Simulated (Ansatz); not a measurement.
## Band-structure calculation of ZrO$_{2}$

System: ZrO$_{2}$ (P4₂/nmc, 6 atoms in the cell).
Method: DFT, r2SCAN with spin-orbit coupling, plane waves, PAW (Ansatz 0.2.0).

The structure derives from a Materials Project entry. The geometry comes from this level: r2SCAN (a point of a series of strains). It belongs to a series of runs on one base structure; here: hydrostatic strain -3.0%. Figures and captions count atoms from 1; the log counts them from 0 in places.

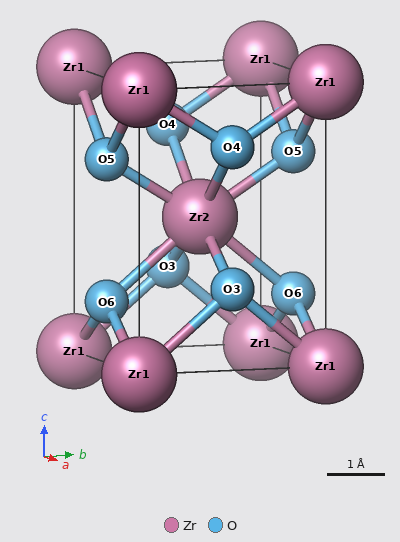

*The input geometry (ball-and-stick view of the cell of the calculation, seen slightly off an axis; atoms are numbered from 1 in the order of the input).*

Near neighbours in the crystal (not all of them lie inside the picture): Zr has 8 O at 2.06 to 2.27 Å; O has 4 Zr at 2.06 to 2.27 Å.

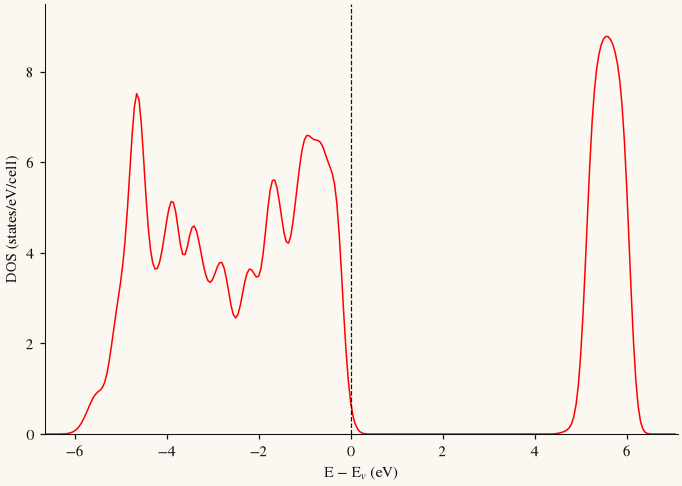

*Density of states (the curve is built from the levels of the k mesh with Gaussians 0.3 eV wide, which also blur the band edges), with energies from the valence-band top.*

There is a gap of 4.65 eV on the k-point mesh. Small ripples come from the finite k-point mesh.

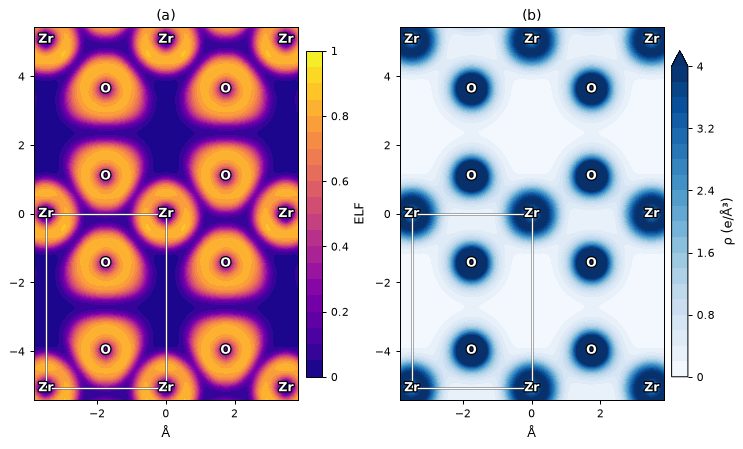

*(a) ELF; (b) valence pseudo-density on the (100) plane of the conventional cell.*

The section cuts through Zr and O sites. Zr–O (2.06 Å): ρ at the midpoint is about 0.74 e/Å³; the ELF peaks at about 0.85 in the valence shell of O, 0.6 Å from its nucleus, and drops to about 0.25 between the two atoms. Zr–O (2.27 Å): ρ at the midpoint is about 0.44 e/Å³; the ELF peaks at about 0.85 in the valence shell of O, 0.7 Å from its nucleus, and drops to about 0.15 between the two atoms. Away from the nuclei the density in this plane falls to 0.03 e/Å³ at its lowest. The strong features right at Zr lie inside the PAW spheres (semicore, d or f shells) and say nothing about bonding. Core electrons are frozen (PAW), so the fields are smoothed inside the atomic spheres.

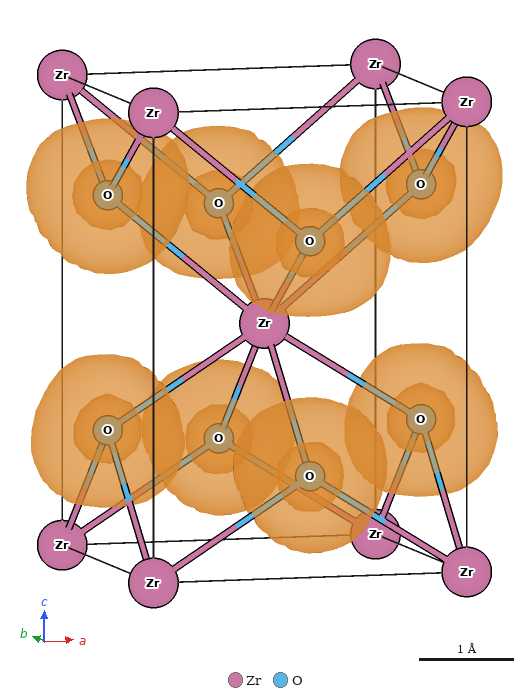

*Isosurface of the ELF at 0.7 (orange), seen slightly off an axis. Only the valence region is drawn (cores and ρ < 0.01 e/Å³ removed). Sticks mark near contacts. The outline is the cell set on symmetry axes.*

Values along the shortest contacts: Zr–O (2.06 Å): the ELF peaks at about 0.85 in the valence shell of O, 0.6 Å from its nucleus, and drops to about 0.25 between the two atoms. Zr–O (2.27 Å): the ELF peaks at about 0.85 in the valence shell of O, 0.7 Å from its nucleus, and drops to about 0.15 between the two atoms.

The input and output of the run follow.

## The input
```yaml
crystal:
  lattice:
    - [3.4929976829, 0.0, 0.0]
    - [0.0, 3.4929976829, 0.0]
    - [0.0, 0.0, 5.07034502]
  atoms:
    - { symbol: Zr, position: [0.0, 0.0, 0.0] }
    - { symbol: Zr, position: [0.5, 0.5, 0.5] }
    - { symbol: O, position: [0.0, 0.5, 0.2845712494] }
    - { symbol: O, position: [0.0, 0.5, 0.7845712494] }
    - { symbol: O, position: [0.5, 0.0, 0.7154287506] }
    - { symbol: O, position: [0.5, 0.0, 0.2154287506] }
kpoints:
  mp_grid: { grid: [8, 8, 6] }
  band_path:
    path:
      - [0.0, 0.0, 0.0]
      - [0.0, 0.5, 0.0]
      - [0.5, 0.5, 0.0]
      - [0.0, 0.0, 0.5]
      - [0.0, 0.5, 0.5]
      - [0.5, 0.5, 0.5]
    npoints: 1
hamiltonian:
  xc: r2scan
scf:
  occupations: { method: fixed }
  n_extra_bands: 10
magnetization:
  noncollinear: true
  spin_orbit: true
output:
  forces: true
  stress: true
  eigenvalues: true
  write_density: true
  write_potential: true
  elf: true
  volumetric_format: npy
```

## The program's output
```
scf.n_extra_bands = 10 over 48 filled bands (N_el = 48.0): the run solves 58 bands
Engine: ansatz 0.2.0, x86_64-unknown-linux-gnu
Pseudopotentials: kind: paw_fr
Pseudopotential: Zr, paw_fr, valence charge 12, recommended cutoff 500 eV (meta_gga), Zr.paw.azcp#standard-fr
Pseudopotential: O, paw_fr, valence charge 6, recommended cutoff 500 eV (meta_gga), O.paw.azcp#standard-fr
Functional definition: r2SCAN
  parameter k0 = 0.174
  parameter k1 = 0.065
  parameter a1 = 4.9479
  exchange = r2scan_x(k0 = k0, k1 = k1, a1 = a1)
  correlation = r2scan_c
non-collinear run that drives no moment, with spin-orbit: no starting moment large enough to seed its density (crystal.atoms[].spin), no starting occupations that ask for one, no magnetisation constraint and no magnetic field, so the semilocal B_xc is pinned to zero
Crystal: 6 atoms, lattice volume = 61.863 Å³
Basis set: ecut = 500 eV, 1579 PW (Γ), exchange–correlation on 108×108×160 points (64 copies of the dense FFT grid, shifted against one another)
Bands: 58, of which v1, the nominal top of the filled ones, is band 48 counted from 1 (47 counted from 0)
Symmetry: 16 space group operations + 16 with time reversal
Magnetic group: BNS 137.508 (UNI 1168), of the structure as read, at distance tolerance 4.0e-5 Å
k-points: 60 of 384
Projection manifold: j_resolved (fully-relativistic pseudo-atomic orbitals)
Non-local potential: Zr, projectors of the file, l = 0: 3, l = 1: 4, l = 2: 4, l = 3: 4
Non-local potential: O, projectors of the file, l = 0: 2, l = 1: 4, l = 2: 2
PAW form: soft (Blöchl's): semilocal exchange-correlation on the pseudo side does not see the compensation charge
PAW frozen core: Zr, regenerated for the run's functional (the file was generated under x = pbe(κ = 0.804, μ = 0.2195149727645171), c = pbe(β = 0.06672455060314922))
PAW frozen core: O, regenerated for the run's functional (the file was generated under x = pbe(κ = 0.804, μ = 0.2195149727645171), c = pbe(β = 0.06672455060314922))
PAW one-centre angular grid: Zr, 590 points (default); XC on 224 Gauss nodes
PAW one-centre angular grid: O, 302 points (default); XC on 160 Gauss nodes
Initial density: superposition of atomic densities (chi_scale 0.1, normalization cell, long waves kept (reshape's long-wave potential 0.00 eV rms))
Initial wavefunctions: pseudopotential atomic-orbital guess
Functional: x = r2scan, c = r2scan; τ floored in thin density (d = 2e-4 eV/Å³)
SCF iter   1: F=—  HF=-10665.578998 eV  |F-HF|=—  |Δ(HF+E_count)|=         —  Δρ=7.47e-2  dr2=3.39e0  dr2_τ=2.00e-1  dr2_m=0.00e0 (ungated)  ethr=3.10e-3  |M|=0.00e0 ∫|m|=0.00e0 μB  |m|>n=0.0e0 m-floor=0.0e0 τ_xc=0.0e0  β_m=0.30  ⟨swp⟩=4.0  Hψ=7623  notcnv=0  defer=152
preconditioner: auto → Resta (q_TF=auto, 2.615 Å⁻¹)  ε∞=4.0  [insulator: Δε(μ)=5.247 eV  Ē_g=18.137 eV  n_scr=20 (ndim 8)  ℏωp=31.3 eV  f_vac=0.000  ε∞_Penn≈4.0]
spin=Noncollinear: Resta preconditioning applied to the charge; magnetization (m_x, m_y, m_z) channels mix plain (no charge-response kernel on spin).
SCF iter   2: F=—  HF=-10665.491247 eV  |F-HF|=—  |Δ(HF+E_count)|=   8.78e-2  Δρ=4.82e-2  dr2=1.26e0  dr2_τ=2.19e-2  dr2_m=0.00e0 (ungated)  ethr=3.10e-3  |M|=0.00e0 ∫|m|=0.00e0 μB  |m|>n=0.0e0 m-floor=0.0e0 τ_xc=0.0e0  β_m=0.50  ⟨swp⟩=2.4  Hψ=3071  notcnv=0  defer=224
SCF iter   3: F=—  HF=-10665.733798 eV  |F-HF|=—  |Δ(HF+E_count)|=   2.43e-1  Δρ=1.91e-2  dr2=1.70e-1  dr2_τ=3.11e-3  dr2_m=0.00e0 (ungated)  ethr=2.63e-3  |M|=0.00e0 ∫|m|=0.00e0 μB  |m|>n=0.0e0 m-floor=0.0e0 τ_xc=0.0e0  β_m=0.70  ⟨swp⟩=2.0  Hψ=2500  notcnv=0  defer=234
SCF iter   4: F=—  HF=-10665.753824 eV  |F-HF|=—  |Δ(HF+E_count)|=   2.00e-2  Δρ=2.60e-3  dr2=3.17e-3  dr2_τ=1.00e-4  dr2_m=0.00e0 (ungated)  ethr=3.55e-4  |M|=0.00e0 ∫|m|=0.00e0 μB  |m|>n=0.0e0 m-floor=0.0e0 τ_xc=0.0e0  β_m=0.85  ⟨swp⟩=2.7  Hψ=2691  notcnv=0  defer=334
SCF iter   5: F=—  HF=-10665.755272 eV  |F-HF|=—  |Δ(HF+E_count)|=   1.45e-3  Δρ=6.91e-4  dr2=2.82e-4  dr2_τ=9.25e-6  dr2_m=0.00e0 (ungated)  ethr=6.60e-6  |M|=0.00e0 ∫|m|=0.00e0 μB  |m|>n=0.0e0 m-floor=0.0e0 τ_xc=0.0e0  β_m=0.89  ⟨swp⟩=2.3  Hψ=2875  notcnv=0  defer=360
SCF iter   6: F=—  HF=-10665.755138 eV  |F-HF|=—  |Δ(HF+E_count)|=   1.33e-4  Δρ=1.39e-4  dr2=8.23e-6  dr2_τ=1.74e-7  dr2_m=0.00e0 (ungated)  ethr=5.88e-7  |M|=0.00e0 ∫|m|=0.00e0 μB  |m|>n=0.0e0 m-floor=0.0e0 τ_xc=0.0e0  β_m=0.94  ⟨swp⟩=2.1  Hψ=2481  notcnv=0  defer=262
SCF iter   7: F=—  HF=-10665.755126 eV  |F-HF|=—  |Δ(HF+E_count)|=   1.22e-5  Δρ=1.58e-5  dr2=6.46e-8  dr2_τ=8.56e-9  dr2_m=0.00e0 (ungated)  ethr=2.08e-10  |M|=0.00e0 ∫|m|=0.00e0 μB  |m|>n=0.0e0 m-floor=0.0e0 τ_xc=0.0e0  β_m=0.97  ⟨swp⟩=18.4  Hψ=15821  notcnv=0
SCF iter   8: F=-10665.755126 eV  HF=-10665.755126 eV  |F-HF|=8.69e-10  |Δ(HF+E_count)|=   5.64e-8  Δρ=2.31e-6  dr2=2.20e-9  dr2_τ=1.23e-10  dr2_m=0.00e0 (ungated)  ethr=1.35e-10  |M|=0.00e0 ∫|m|=0.00e0 μB  |m|>n=0.0e0 m-floor=0.0e0 τ_xc=0.0e0  ⟨swp⟩=5.6  Hψ=10601  notcnv=0
SCF 1 converged in 8 iterations: F = -10665.755126 eV  dr2 = 2.20e-9
  greatest PAW one-centre occupation: 0.991 electrons in one spin orbital (limit 2), on the Zr atom at site 1 (counted from 0), in its partial waves of l = 1
NSCF: frozen V_eff on 6 k-points
SCF converged after 8 iterations
Magnetization: |M| = 0.0000 μB,  M = (+0.0000, +0.0000, +0.0000) μB
Absolute magnetization: 0.0000 μB (∫|m|)
  site 0: m = (+0.0000, +0.0000, +0.0000) μB, |m| = 0.0000 μB  (R = 0.85 Å)
  site 1: m = (+0.0000, +0.0000, +0.0000) μB, |m| = 0.0000 μB  (R = 0.85 Å)
  site 2: m = (+0.0000, +0.0000, +0.0000) μB, |m| = 0.0000 μB  (R = 0.85 Å)
  site 3: m = (+0.0000, +0.0000, +0.0000) μB, |m| = 0.0000 μB  (R = 0.85 Å)
  site 4: m = (+0.0000, +0.0000, +0.0000) μB, |m| = 0.0000 μB  (R = 0.85 Å)
  site 5: m = (+0.0000, +0.0000, +0.0000) μB, |m| = 0.0000 μB  (R = 0.85 Å)
Free energy (F): -10665.755126 eV
Harris-Foulkes:  -10665.755126 eV  (|F-HF|=8.69e-10)
Internal energy: -10665.755126 eV  (E = F + TS)
E sigma→0 (E₀):  -10665.755126 eV
Fermi energy:    12.487237 eV
--- Per-component energies (eV) ---
  E_band       = -112.533098
  E_kinetic    = 1393.413493
  E_local      = -2194.987928  (includes V_loc(G=0)·N_el)
  E_nonlocal   = 339.800869
  E_hartree    = 731.480986
  E_xc         = -614.919425
  E_vxc        = -857.779295  (∫ρ·V_xc dr)
  E_paw        = -6570.487745  (= ΣΔE_a)
  E_vpaw       = -307.624217  (= ΣTr[D̂ρ^β])
  E_aug_tail   = 0.004160  (compensation charges beyond the density's cutoff)
  E_vtau       = 51.679683  (kinetic-family band-sum trace: ∫τ·v_τ [+ j·A + Jᵃ·Aᵃ] dr)
  E_ewald      = -3749.601422
  E_core_change = -0.458115  (= ΣΔE_core)
  E_smearing   = -0.000000  (= −TS)
  E_closure    = -0.000000  (closes the sum)
  Σ components = -10665.755126   (vs F -10665.755126, Δ=0.00e0)
--- Forces (eV/Å), atoms counted from 1 ---
  atom   1  Zr     0.00000000     0.00000000     0.00000000
  atom   2  Zr     0.00000000     0.00000000    -0.00000000
  atom   3  O      0.00000000     0.00000000     0.00002156
  atom   4  O      0.00000000     0.00000000     0.00002156
  atom   5  O      0.00000000     0.00000000    -0.00002156
  atom   6  O      0.00000000     0.00000000    -0.00002156
  max |Σ_I F_I| component: 2.43e-17 eV/Å
--- Stress (GPa, compression-positive) ---
       24.667735       0.000000       0.000000
        0.000000      24.667735       0.000000
        0.000000       0.000000      17.369557
  P = ⅓ Tr σ = 22.2350 GPa (222.350 kbar)
--- Band table (eV; the first three rows and the last of 60) ---
  k-point 0: bands = ["-36.2551", "-36.2551", "-36.1671", "-36.1671", "-15.1189", "-15.1189", "-14.6062", "-14.6062", "-13.6084", "-13.6084", "-13.0745", "-13.0745", "-12.8558", "-12.8558", "-12.8413", "-12.8413", "-6.6330", "-6.6330", "-5.2367", "-5.2367", "-4.1677", "-4.1677", "-4.0498", "-4.0498", "6.7156", "6.7156", "7.1381", "7.1381", "7.2046", "7.2046", "7.2105", "7.2105", "9.5713", "9.5713", "9.6793", "9.6793", "11.1165", "11.1165", "11.1211", "11.1211", "12.0104", "12.0104", "12.0786", "12.0786", "12.2537", "12.2537", "12.2776", "12.2776", "17.1332", "17.1332", "17.5576", "17.5576", "17.7299", "17.7299", "18.5409", "18.5409", "19.9058", "19.9058"]
  k-point 1: bands = ["-36.2492", "-36.2492", "-36.1730", "-36.1730", "-15.0829", "-15.0829", "-14.6382", "-14.6382", "-13.5721", "-13.5721", "-13.0592", "-13.0592", "-12.9258", "-12.9258", "-12.8573", "-12.8573", "-6.4676", "-6.4676", "-5.1677", "-5.1677", "-4.3536", "-4.3536", "-4.1326", "-4.1326", "6.9816", "6.9816", "7.3027", "7.3027", "7.3042", "7.3042", "7.4257", "7.4257", "9.2293", "9.2293", "9.3118", "9.3118", "11.3655", "11.3655", "11.4038", "11.4038", "11.4325", "11.4325", "11.7361", "11.7361", "12.2751", "12.2751", "12.3018", "12.3018", "17.2124", "17.2124", "17.6686", "17.6686", "17.8704", "17.8704", "18.4274", "18.4274", "20.3336", "20.3336"]
  k-point 2: bands = ["-36.2332", "-36.2332", "-36.1892", "-36.1892", "-14.9854", "-14.9854", "-14.7278", "-14.7278", "-13.4654", "-13.4654", "-13.0984", "-13.0984", "-13.0171", "-13.0171", "-12.9006", "-12.9006", "-6.0240", "-6.0240", "-4.9721", "-4.9721", "-4.8193", "-4.8193", "-4.3740", "-4.3740", "7.5809", "7.5809", "7.5918", "7.5918", "7.7307", "7.7307", "8.2269", "8.2269", "8.6127", "8.6127", "8.6653", "8.6653", "10.1483", "10.1483", "10.6722", "10.6722", "11.8301", "11.8301", "11.8574", "11.8574", "12.3217", "12.3217", "12.3445", "12.3445", "17.4374", "17.4374", "17.9289", "17.9289", "18.0997", "18.0997", "18.1347", "18.1347", "21.2509", "21.2509"]
  k-point 59: bands = ["-36.1579", "-36.1579", "-36.1579", "-36.1579", "-15.1003", "-15.1003", "-15.1003", "-15.1003", "-13.6551", "-13.6551", "-13.6551", "-13.6551", "-13.2483", "-13.2483", "-13.2483", "-13.2483", "-4.6394", "-4.6394", "-4.6394", "-4.6394", "-4.4879", "-4.4879", "-4.4879", "-4.4879", "7.7251", "7.7251", "7.7251", "7.7251", "7.9392", "7.9392", "7.9392", "7.9392", "10.2673", "10.2673", "10.2673", "10.2673", "10.3319", "10.3319", "10.3319", "10.3319", "11.1612", "11.1612", "11.1612", "11.1612", "12.4872", "12.4872", "12.4872", "12.4872", "18.4411", "18.4411", "18.4411", "18.4411", "18.4974", "18.4974", "18.4974", "18.4974", "20.2435", "20.2435"]
```

## File v_z.tsv
```
# z_ang	v_es[eV]	v_tot[eV]	b_x[eV]	b_y[eV]	b_z[eV]
# format = ansatz-planar-average/11
# xc	r2scan
# density_cutoff_ev	2000
# datasets	Zr=:simpson_from_first_knot:soft:shift=0	O=:simpson_from_first_knot:soft:shift=0
# lattice	3.492997683	0.000000000	0.000000000
# lattice	0.000000000	3.492997683	0.000000000
# lattice	0.000000000	0.000000000	5.070345020
# sites	6
# site	40	0.000000000	0.000000000	0.000000000
# site	40	1.746498841	1.746498841	2.535172510
# site	8	0.000000000	1.746498841	1.442874417
# site	8	0.000000000	1.746498841	3.978046927
# site	8	1.746498841	0.000000000	3.627470603
# site	8	1.746498841	0.000000000	1.092298093
0.000000	1.672236e0	-9.772792e0	0.000000e0	0.000000e0	0.000000e0
0.126759	2.057921e0	-9.461380e0	0.000000e0	0.000000e0	0.000000e0
0.253517	3.161248e0	-8.644820e0	0.000000e0	0.000000e0	0.000000e0
0.380276	4.723737e0	-7.369814e0	0.000000e0	0.000000e0	0.000000e0
0.507035	6.067613e0	-6.286820e0	0.000000e0	0.000000e0	0.000000e0
0.633793	7.152716e0	-5.563334e0	0.000000e0	0.000000e0	0.000000e0
0.760552	7.832880e0	-5.261135e0	0.000000e0	0.000000e0	0.000000e0
0.887310	7.596739e0	-5.777581e0	0.000000e0	0.000000e0	0.000000e0
1.014069	6.956296e0	-6.760913e0	0.000000e0	0.000000e0	0.000000e0
1.140828	6.449566e0	-7.661651e0	0.000000e0	0.000000e0	0.000000e0
1.267586	6.252249e0	-7.988152e0	0.000000e0	0.000000e0	0.000000e0
1.394345	6.449566e0	-7.661651e0	0.000000e0	0.000000e0	0.000000e0
1.521104	6.956296e0	-6.760913e0	0.000000e0	0.000000e0	0.000000e0
1.647862	7.596739e0	-5.777581e0	0.000000e0	0.000000e0	0.000000e0
1.774621	7.832880e0	-5.261135e0	0.000000e0	0.000000e0	0.000000e0
1.901379	7.152716e0	-5.563334e0	0.000000e0	0.000000e0	0.000000e0
2.028138	6.067613e0	-6.286820e0	0.000000e0	0.000000e0	0.000000e0
2.154897	4.723737e0	-7.369814e0	0.000000e0	0.000000e0	0.000000e0
2.281655	3.161248e0	-8.644820e0	0.000000e0	0.000000e0	0.000000e0
2.408414	2.057921e0	-9.461380e0	0.000000e0	0.000000e0	0.000000e0
2.535173	1.672236e0	-9.772792e0	0.000000e0	0.000000e0	0.000000e0
2.661931	2.057921e0	-9.461380e0	0.000000e0	0.000000e0	0.000000e0
2.788690	3.161248e0	-8.644820e0	0.000000e0	0.000000e0	0.000000e0
2.915448	4.723737e0	-7.369814e0	0.000000e0	0.000000e0	0.000000e0
3.042207	6.067613e0	-6.286820e0	0.000000e0	0.000000e0	0.000000e0
3.168966	7.152716e0	-5.563334e0	0.000000e0	0.000000e0	0.000000e0
3.295724	7.832880e0	-5.261135e0	0.000000e0	0.000000e0	0.000000e0
3.422483	7.596739e0	-5.777581e0	0.000000e0	0.000000e0	0.000000e0
3.549242	6.956296e0	-6.760913e0	0.000000e0	0.000000e0	0.000000e0
3.676000	6.449566e0	-7.661651e0	0.000000e0	0.000000e0	0.000000e0
3.802759	6.252249e0	-7.988152e0	0.000000e0	0.000000e0	0.000000e0
3.929517	6.449566e0	-7.661651e0	0.000000e0	0.000000e0	0.000000e0
4.056276	6.956296e0	-6.760913e0	0.000000e0	0.000000e0	0.000000e0
4.183035	7.596739e0	-5.777581e0	0.000000e0	0.000000e0	0.000000e0
4.309793	7.832880e0	-5.261135e0	0.000000e0	0.000000e0	0.000000e0
4.436552	7.152716e0	-5.563334e0	0.000000e0	0.000000e0	0.000000e0
4.563311	6.067613e0	-6.286820e0	0.000000e0	0.000000e0	0.000000e0
4.690069	4.723737e0	-7.369814e0	0.000000e0	0.000000e0	0.000000e0
4.816828	3.161248e0	-8.644820e0	0.000000e0	0.000000e0	0.000000e0
4.943586	2.057921e0	-9.461380e0	0.000000e0	0.000000e0	0.000000e0
```

## Summary

- outcome: converged
- space group (tolerance 0.01 Å): P4₂/nmc (137)
- electrons treated: 48
- free energy: −10665.7551 eV
- Fermi energy: 12.487 eV
- gap on the k-point mesh: 4.65 eV
- net moment of the cell: 0.00 μB
- integrated absolute moment: 0.00 μB
- pressure: 22.24 GPa
- largest force (length of the vector): under 0.001 eV/Å
- hardware: 1 × NVIDIA H100 80GB HBM3, 2 threads of AMD EPYC (Zen 3), 264 GiB of memory available, shared host
- wall time: 4.7 s (CPU time 7.6 s)
- peak memory: 1.4 GiB

## Remarks

The cell is under a pressure of 22 GPa at this level, so it is not at its equilibrium volume.
